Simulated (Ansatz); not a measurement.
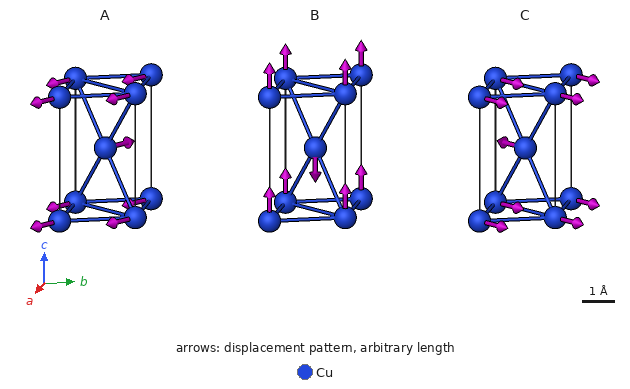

Three modes of a crystal of Cu at the zone centre of a doubled cell, in no order. The purple arrows are the displacements of the atoms (eigenvector over the root of the mass), of arbitrary overall length and sign. Style: ball-and-stick. Shown: the cell of the calculation, slightly off an axis.

These are results of DFT r2SCAN, scalar-relativistic, plane waves, PAW in Ansatz 0.2.0, not measurements. Set-up: plane-wave cutoff 500 eV; k-point mesh 26 × 26 × 14; occupations gaussian; smearing width 0.15 eV; no spin polarisation.

Q: Rank the modes by frequency, softest first.

A: A (45i cm⁻¹), C (167 cm⁻¹), B (259 cm⁻¹). A, non-degenerate: All motion is along [1 −1 0] of the drawn cell; atoms of one kind move against one another, with no net shift of their sublattice. C, non-degenerate: All motion is along [1 1 0] of the drawn cell; atoms of one kind move against one another, with no net shift of their sublattice. B, non-degenerate: All motion is along c of the drawn cell; atoms of one kind move against one another, with no net shift of their sublattice. The crystal is metallic in this run.
